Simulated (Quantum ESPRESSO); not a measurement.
Relaxation of cell and atoms, with input and output: Sr$_{2}$O (part 1 of 2)

System: Sr$_{2}$O (6 atoms in the cell).
Method: Kohn-Sham DFT of a periodic cell, LDA, SSSP 1.3 efficiency PBE, no spin polarisation (Quantum ESPRESSO 7.5).

The structure was built on a prototype by a generator; it need not be a known phase.

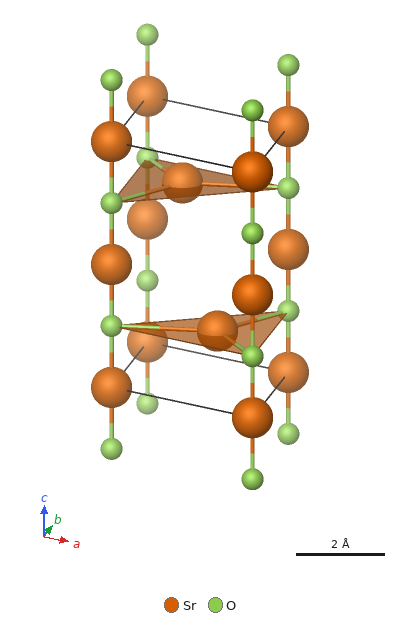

Fig. 1: The input geometry (polyhedral view of the cell of the calculation, seen slightly off an axis; polyhedra are completed across the faces of the cell). An atom can appear more than once, as a periodic image.

Input file
```
&CONTROL
  calculation = 'vc-relax'
  prefix = 'pwscf'
  outdir = './tmp'
  pseudo_dir = './pseudo'
  tprnfor = .true.
  tstress = .true.
  disk_io = 'low'
  nstep = 40
  forc_conv_thr = 0.0004
  etot_conv_thr = 1d-05
/
&SYSTEM
  ibrav = 0
  nat = 6
  ntyp = 2
  ecutwfc = 55
  ecutrho = 440
  nbnd = 36
  input_dft = 'pz'
  occupations = 'smearing'
  smearing = 'fd'
  degauss = 0.00367493
/
&ELECTRONS
  conv_thr = 1.2d-09
  electron_maxstep = 120
  mixing_beta = 0.5
/
&IONS
  ion_dynamics = 'bfgs'
/
&CELL
  cell_dynamics = 'bfgs'
  press = 0
  press_conv_thr = 0.3
/
ATOMIC_SPECIES
Sr    87.6200 Sr_pbe_v1.uspp.F.UPF
O     15.9990 O.pbe-n-kjpaw_psl.0.1.UPF
CELL_PARAMETERS angstrom
   4.2757420800    0.0000000000    0.0000000000
  -2.1378710400    3.7029012600    0.0000000000
   0.0000000000    0.0000000000    5.8038191900
ATOMIC_POSITIONS angstrom
Sr     2.1378710614    1.2343004077    1.4509547975
Sr    -0.0000000214    2.4686008523    4.3528643925
Sr     0.0000000000    0.0000000000    0.0000000000
Sr     0.0000000000    0.0000000000    2.9019095950
O      0.0000000000    0.0000000000    1.4509547975
O      0.0000000000    0.0000000000    4.3528643925
K_POINTS automatic
4 4 3 0 0 0
```

Run as:
```bash
OMP_NUM_THREADS=1 pw.x -in pw.in > pw.out
```

Log
```
This program is part of the open-source Quantum ESPRESSO suite
     for quantum simulation of materials; please cite
         "P. Giannozzi et al., J. Phys.:Condens. Matter 21 395502 (2009);
         "P. Giannozzi et al., J. Phys.:Condens. Matter 29 465901 (2017);
         "P. Giannozzi et al., J. Chem. Phys. 152 154105 (2020);
          URL
     in publications or presentations arising from this work. More details at

     file O.pbe-n-kjpaw_psl.0.1.UPF: wavefunction(s)  2P renormalized

     IMPORTANT: XC functional enforced from input :
     Exchange-correlation= PZ
                           (   1   1   0   0   0   0   0)
     Any further DFT definition will be discarded
     Please, verify this is what you really want

     Message from routine setup:
     using ibrav=0 with symmetry is DISCOURAGED, use correct ibrav instead

     G-vector sticks info
     --------------------
     sticks:   dense  smooth     PW     G-vecs:    dense   smooth      PW
     Sum        1969     979    283                96541    34029    5157

     Using Slab Decomposition

     bravais-lattice index     =            0
     lattice parameter (alat)  =       8.0800  a.u.
     unit-cell volume          =     620.1034 (a.u.)^3
     number of atoms/cell      =            6
     number of atomic types    =            2
     number of electrons       =        52.00
     number of Kohn-Sham states=           36
     kinetic-energy cutoff     =      55.0000  Ry
     charge density cutoff     =     440.0000  Ry
     scf convergence threshold =      1.2E-09
     mixing beta               =       0.5000
     number of iterations used =            8  plain     mixing
     energy convergence thresh.=      1.0E-05
     force convergence thresh. =      4.0E-04
     press convergence thresh. =      3.0E-01
     Exchange-correlation= PZ
                           (   1   1   0   0   0   0   0)
     nstep                     =           40

     celldm(1)=   8.079982  celldm(2)=   0.000000  celldm(3)=   0.000000
     celldm(4)=   0.000000  celldm(5)=   0.000000  celldm(6)=   0.000000

     crystal axes: (cart. coord. in units of alat)
               a(1) = (   1.000000   0.000000   0.000000 )
               a(2) = (  -0.500000   0.866025   0.000000 )
               a(3) = (   0.000000   0.000000   1.357383 )

     reciprocal axes: (cart. coord. in units 2 pi/alat)
               b(1) = (  1.000000  0.577350 -0.000000 )
               b(2) = (  0.000000  1.154701  0.000000 )
               b(3) = (  0.000000 -0.000000  0.736712 )

     PseudoPot. # 1 for Sr read from file:
     Sr_pbe_v1.uspp.F.UPF
     Pseudo is Ultrasoft + core correction, Zval = 10.0
     Generated by new atomic code, or converted to UPF format
     Using radial grid of  883 points,  6 beta functions with:
                l(1) =   0
                l(2) =   0
                l(3) =   1
                l(4) =   1
                l(5) =   2
                l(6) =   2
     Q(r) pseudized with  6 coefficients,  rinner =    1.400   1.400   1.400
                                                       1.400   1.400

     PseudoPot. # 2 for O  read from file:
     O.pbe-n-kjpaw_psl.0.1.UPF
     Pseudo is Projector augmented-wave + core cor, Zval =  6.0
     Generated using "atomic" code by A. Dal Corso  v.5.0.99 svn rev. 10869
     Shape of augmentation charge: BESSEL
     Using radial grid of 1095 points,  4 beta functions with:
                l(1) =   0
                l(2) =   0
                l(3) =   1
                l(4) =   1
     Q(r) pseudized with 0 coefficients

     atomic species   valence    mass     pseudopotential
     Sr               10.00    87.62000     Sr( 1.00)
     O                 6.00    15.99900     O ( 1.00)

     24 Sym. Ops., with inversion, found (12 have fractional translation)

   Cartesian axes

     site n.     atom                  positions (alat units)
         1        Sr     tau(   1) = (   0.5000000   0.2886751   0.3393457  )
         2        Sr     tau(   2) = (  -0.0000000   0.5773503   1.0180372  )
         3        Sr     tau(   3) = (   0.0000000   0.0000000   0.0000000  )
         4        Sr     tau(   4) = (   0.0000000   0.0000000   0.6786915  )
         5        O      tau(   5) = (   0.0000000   0.0000000   0.3393457  )
         6        O      tau(   6) = (   0.0000000   0.0000000   1.0180372  )

     number of k points=     8  Fermi-Dirac smearing, width (Ry)=  0.0037
                       cart. coord. in units 2pi/alat
        k(    1) = (   0.0000000   0.0000000   0.0000000), wk =   0.0416667
        k(    2) = (   0.0000000   0.0000000   0.2455706), wk =   0.0833333
        k(    3) = (   0.0000000   0.2886751   0.0000000), wk =   0.2500000
        k(    4) = (   0.0000000   0.2886751   0.2455706), wk =   0.5000000
        k(    5) = (   0.0000000  -0.5773503   0.0000000), wk =   0.1250000
        k(    6) = (   0.0000000  -0.5773503   0.2455706), wk =   0.2500000
        k(    7) = (   0.2500000   0.4330127   0.0000000), wk =   0.2500000
        k(    8) = (   0.2500000   0.4330127   0.2455706), wk =   0.5000000

     Dense  grid:    96541 G-vectors     FFT dimensions: (  54,  54,  80)

     Smooth grid:    34029 G-vectors     FFT dimensions: (  40,  40,  54)

     Check: negative core charge=   -0.000001

     Initial potential from superposition of free atoms

     starting charge      51.8654, renormalised to      52.0000

     negative rho (up, down):  2.414E-01 0.000E+00
     Starting wfcs are   60 randomized atomic wfcs

     Self-consistent Calculation

     iteration #  1     ecut=    55.00 Ry     beta= 0.50
     Davidson diagonalization with overlap
     ethr =  1.00E-02,  avg # of iterations =  2.6

     negative rho (up, down):  2.414E-01 0.000E+00

     total energy              =    -357.75982012 Ry
     estimated scf accuracy    <       1.50607694 Ry

     iteration #  2     ecut=    55.00 Ry     beta= 0.50
     Davidson diagonalization with overlap
     ethr =  2.90E-03,  avg # of iterations =  3.5

     negative rho (up, down):  2.405E-01 0.000E+00

     total energy              =    -358.24347826 Ry
     estimated scf accuracy    <       0.44025891 Ry

     iteration #  3     ecut=    55.00 Ry     beta= 0.50
     Davidson diagonalization with overlap
     ethr =  8.47E-04,  avg # of iterations =  2.8

     negative rho (up, down):  2.413E-01 0.000E+00

     total energy              =    -358.32527147 Ry
     estimated scf accuracy    <       0.00590929 Ry

     iteration #  4     ecut=    55.00 Ry     beta= 0.50
     Davidson diagonalization with overlap
     ethr =  1.14E-05,  avg # of iterations = 10.5

     negative rho (up, down):  2.419E-01 0.000E+00

     total energy              =    -358.32666391 Ry
     estimated scf accuracy    <       0.00108099 Ry

     iteration #  5     ecut=    55.00 Ry     beta= 0.50
     Davidson diagonalization with overlap
     ethr =  2.08E-06,  avg # of iterations =  3.9

     negative rho (up, down):  2.420E-01 0.000E+00

     total energy              =    -358.32672825 Ry
     estimated scf accuracy    <       0.00004735 Ry

     iteration #  6     ecut=    55.00 Ry     beta= 0.50
     Davidson diagonalization with overlap
     ethr =  9.10E-08,  avg # of iterations =  2.8

     negative rho (up, down):  2.420E-01 0.000E+00

     total energy              =    -358.32673818 Ry
     estimated scf accuracy    <       0.00000213 Ry

     iteration #  7     ecut=    55.00 Ry     beta= 0.50
     Davidson diagonalization with overlap
     ethr =  4.10E-09,  avg # of iterations =  3.9

     negative rho (up, down):  2.420E-01 0.000E+00

     total energy              =    -358.32673912 Ry
     estimated scf accuracy    <       0.00000076 Ry

     iteration #  8     ecut=    55.00 Ry     beta= 0.50
     Davidson diagonalization with overlap
     ethr =  1.46E-09,  avg # of iterations =  2.0

     negative rho (up, down):  2.420E-01 0.000E+00

     total energy              =    -358.32673935 Ry
     estimated scf accuracy    <       0.00000009 Ry

     iteration #  9     ecut=    55.00 Ry     beta= 0.50
     Davidson diagonalization with overlap
     ethr =  1.65E-10,  avg # of iterations =  2.0

     negative rho (up, down):  2.420E-01 0.000E+00

     total energy              =    -358.32673937 Ry
     estimated scf accuracy    <          3.0E-09 Ry

     iteration # 10     ecut=    55.00 Ry     beta= 0.50
     Davidson diagonalization with overlap
     ethr =  5.80E-12,  avg # of iterations =  3.8

     negative rho (up, down):  2.420E-01 0.000E+00

     End of self-consistent calculation

          k = 0.0000 0.0000 0.0000 (  4261 PWs)   bands (ev):

   -24.6961 -22.9306 -20.0826 -19.8080 -17.5879 -11.8493  -5.5207  -5.2734
    -5.2734  -2.7435  -2.7435  -2.7124  -2.7124  -2.4369  -1.8097  -1.4994
    -1.4994   2.8993   2.8993   5.3398   8.1468   8.1468  11.6842  11.7547
    14.8338  14.8338  14.8609  17.0566  17.0566  17.9513  19.5101  19.5101
    19.5901  19.5902  19.9934  21.1835

          k = 0.0000 0.0000 0.2456 (  4286 PWs)   bands (ev):

   -24.3798 -23.5529 -19.9041 -19.8166 -16.4608 -13.8237  -4.9102  -4.9102
    -3.9217  -3.9217  -2.8396  -2.2948  -1.9645  -1.9645  -1.9602  -1.6140
    -1.6140   1.9546   4.0749   4.0749   6.5864   6.5864  12.4937  13.7102
    15.3374  15.3374  15.6687  16.3587  16.3587  17.5401  18.3011  19.5622
    19.5622  20.4452  20.4452  20.4572

          k = 0.0000 0.2887 0.0000 (  4279 PWs)   bands (ev):

   -24.6626 -22.9246 -20.0060 -19.8676 -17.7194 -11.8439  -5.5669  -5.4378
    -5.0834  -3.5237  -2.7431  -2.7312  -2.4812  -1.9591  -1.8021  -1.4381
    -1.3699   2.8260   3.1590   5.2976   8.0750   8.1641  11.7150  12.9878
    14.7335  15.6304  15.6580  16.9892  17.0756  17.0886  17.7831  18.8795
    19.3010  19.3975  20.5489  21.2366

          k = 0.0000 0.2887 0.2456 (  4282 PWs)   bands (ev):

   -24.3482 -23.5305 -19.9063 -19.8671 -16.5253 -13.8373  -5.0689  -4.8056
    -4.0484  -4.0299  -2.8505  -2.4353  -2.1766  -1.8135  -1.5952  -1.4867
    -1.4511   1.9478   4.0402   4.2219   6.5485   6.6256  13.4401  13.9601
    15.0487  15.4776  16.0319  16.5289  16.6486  17.9494  18.4813  19.5457
    19.5835  20.1646  20.4460  20.7677

          k = 0.0000-0.5774 0.0000 (  4230 PWs)   bands (ev):

   -24.6283 -22.9186 -19.9656 -19.8819 -17.8596 -11.8384  -5.5826  -5.5638
    -4.9263  -3.8754  -2.7735  -2.7584  -2.4492  -2.0792  -1.8461  -1.2109
    -0.9153   2.7567   3.4155   5.2493   8.0079   8.1872  11.7350  13.5487
    14.7614  15.6745  16.7893  17.1180  17.3150  17.9227  18.2551  18.9880
    19.4927  19.8064  19.9178  20.0499

          k = 0.0000-0.5774 0.2456 (  4258 PWs)   bands (ev):

   -24.3159 -23.5078 -19.9313 -19.8957 -16.5891 -13.8501  -5.2089  -4.7134
    -4.2117  -4.1640  -2.9106  -2.1651  -2.0299  -1.8475  -1.6953  -1.3916
    -1.2877   1.9378   4.0476   4.3775   6.5329   6.6726  14.0602  14.0631
    15.0866  15.6982  16.1728  16.8643  17.2139  18.4167  18.8824  19.1371
    19.9634  20.1406  20.2137  20.5555

          k = 0.2500 0.4330 0.0000 (  4262 PWs)   bands (ev):

   -24.6284 -22.9186 -19.9277 -19.9207 -17.8584 -11.8385  -5.5715  -5.4623
    -5.1454  -3.7118  -3.2074  -2.4998  -2.2136  -1.9750  -1.5749  -1.5156
    -1.1484   2.9531   3.2646   5.2491   8.0558   8.1367  11.7360  13.8051
    13.8905  16.1534  16.7315  16.8241  16.9934  18.5911  19.1127  19.2157
    19.5542  19.6870  19.8888  20.4987

          k = 0.2500 0.4330 0.2456 (  4266 PWs)   bands (ev):

   -24.3159 -23.5079 -19.9151 -19.9119 -16.5888 -13.8501  -5.2097  -5.0102
    -3.9554  -3.8771  -2.8955  -2.2980  -2.2105  -2.0654  -1.7812  -1.2443
    -1.0714   1.9383   4.1096   4.2828   6.5837   6.6550  14.0380  14.3866
    14.4152  15.3993  16.7086  17.3740  17.3837  17.8780  18.5376  19.5467
    19.8203  19.9214  20.2089  20.8552

     the Fermi energy is    15.7635 ev

!    total energy              =    -358.32673937 Ry
     estimated scf accuracy    <          1.1E-10 Ry
     smearing contrib. (-TS)   =      -0.00143237 Ry
     internal energy E=F+TS    =    -358.32530701 Ry

     The total energy is F=E-TS. E is the sum of the following terms:
     one-electron contribution =     -86.87604321 Ry
     hartree contribution      =      74.30408718 Ry
     xc contribution           =     -90.17923948 Ry
     ewald contribution        =    -238.04756384 Ry
     one-center paw contrib.   =     -17.52654766 Ry

     convergence has been achieved in  10 iterations

     negative rho (up, down):  2.420E-01 0.000E+00

     Forces acting on atoms (cartesian axes, Ry/au):

     atom    1 type  1   force =     0.00000000   -0.00000000   -0.00000000
     atom    2 type  1   force =     0.00000000    0.00000000    0.00000000
     atom    3 type  1   force =     0.00000000    0.00000000    0.00000000
     atom    4 type  1   force =     0.00000000    0.00000000   -0.00000000
     atom    5 type  2   force =    -0.00000000   -0.00000000   -0.00000000
     atom    6 type  2   force =     0.00000000   -0.00000000   -0.00000000

     Total force =     0.000000     Total SCF correction =     0.000000
```
